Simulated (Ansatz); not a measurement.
Input

```
crystal:
  lattice:
    - [3.9364094381, 0.0, 0.0]
    - [0.0, 3.9364094381, 0.0]
    - [0.0, 0.0, 3.9364094381]
  atoms:
    - { symbol: Sr, position: [0.0133575938, 0.0, 0.0] }
    - { symbol: Ti, position: [0.4918212216, 0.5, 0.5] }
    - { symbol: O, position: [-0.0148372241, 0.5, 0.5] }
    - { symbol: O, position: [0.4830765038, 0.0, 0.5] }
    - { symbol: O, position: [0.4830765038, 0.5, 0.0] }
basis:
  ecutwfc: 520.0
kpoints:
  mp_grid: { grid: [8, 8, 8] }
hamiltonian:
  xc: pbe
  pseudopotentials: { kind: paw, azcp: { folder: soft_1 } }
scf:
  occupations: { method: gaussian, width: 0.05 }
output:
  forces: true
  stress: true
  eigenvalues: true
  write_density: true
  write_potential: true
  elf: true
  volumetric_format: npy
```

Command:

```sh
ansatz run input.yaml --threads 2 --pin off --max-ram 4096MiB --backend cpu --events-out ev --progress --plain --runs-dir out
```

Below, planes, directions and counts refer to the conventional cell (a = 3.94 Å, b = 3.94 Å, c = 3.94 Å, α = 90.00°, β = 90.00°, γ = 90.00°).

Space group P4mm; a point of a scan over the structure, not its minimum; computed without spin polarisation; PAW files of the earlier set (soft_1).

Theory: Ansatz, DFT PBE, scalar-relativistic, plane waves, PAW.

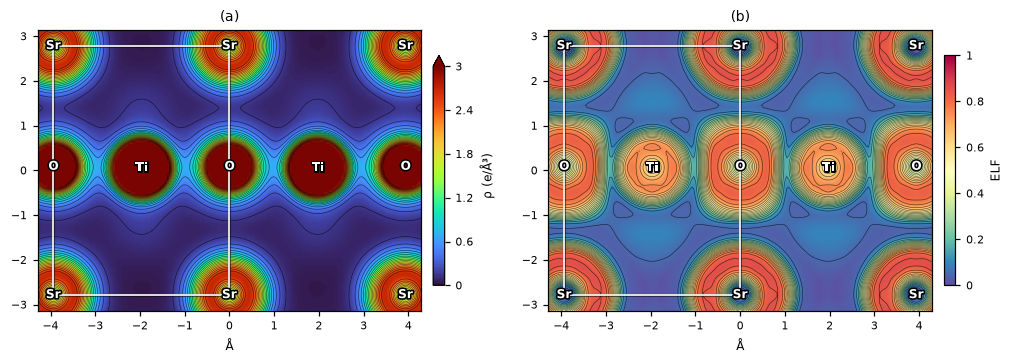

SrTiO₃. (a) valence electron density; (b) ELF on the (101) plane of the conventional cell.

The density is the valence pseudo-density of a PAW calculation; it isn't the true density close to the nuclei.

What do the fields say about this system?

Answer. The section cuts through Sr, Ti and O sites.
Ti–O (1.97 Å): ρ at the midpoint is about 0.69 e/Å³; the ELF peaks at about 0.80 in the valence shell of O, 0.6 Å from its nucleus, and is about 0.20 at the midpoint; no localised pair shows between them.
Sr–O (2.70 Å): the density is about 0.17 e/Å³ at the midpoint; the ELF is about 0.05 at the midpoint; a closed-shell, largely ionic contact.
Ti–O (1.97 Å): ρ at the midpoint is about 0.69 e/Å³; the ELF peaks at about 0.80 in the valence shell of O, 0.6 Å from its nucleus, and is about 0.20 at the midpoint; no localised pair shows between them.
Sr–O (2.87 Å): ρ is about 0.12 e/Å³ halfway; the ELF is about 0.05 at the midpoint (an ionic contact with no shared pair).
Between the atoms the lowest density in this plane is 0.03 e/Å³.
The features right at Sr and Ti lie inside the PAW spheres, where the map follows smoothed inner orbitals and isn't to be read closely.

Metal or insulator at this level of theory?

Answer. It is gapped, with a Kohn–Sham gap of 1.8 eV on the k-point mesh, an upper bound to the gap of this method.
